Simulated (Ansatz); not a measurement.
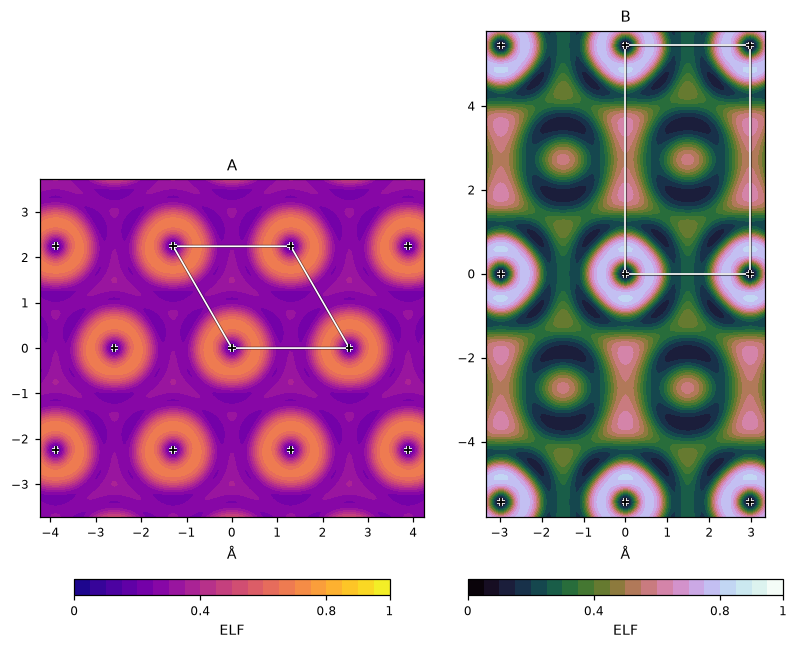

The electron localisation function of 2 systems, each on a plane through atoms (crosses mark nuclei in the plane).

Computed with DFT, r2SCAN, plane waves (500 eV) with PAW, scalar-relativistic (Ansatz 0.2.0).

System 1: Ru, the (001) plane of the conventional cell. Space group P6₃/mmc; set up as Ru, beta-Sn type; a generated structure, not necessarily the stable one; changed on purpose from its base cell (volume × 0.88); computed pressure about 58 GPa in this cell; the program warned that a starting moment wasn't kept; spin-polarised, but the moments vanished.

System 2: Nb, the (100) plane of the conventional cell. Space group P6₃/mmc; set up as Nb, hcp; a generated structure, not necessarily the stable one; changed on purpose from its base cell (volume × 1.12); computed pressure about −15 GPa in this cell; the program warned that a starting moment wasn't kept; spin-polarised, but the moments vanished.

```
Nb
1.0
     2.97111    0.00000    0.00000
    -1.48556    2.57306    0.00000
     0.00000    0.00000    5.44217
Nb
2
Direct
  0.33333 0.66667 0.25000
  0.66667 0.33333 0.75000
```

**Which map belongs to which system?**

Panel A is system 1, Ru: the plane holds Ru. Ru–Ru (2.59 Å): the ELF is about 0.30 at the midpoint; no localised pair shows between them. Panel B is system 2, Nb: the plane holds Nb. Nb–Nb (2.97 Å): the ELF is about 0.25 at the midpoint; no shared electron pair shows on this line.
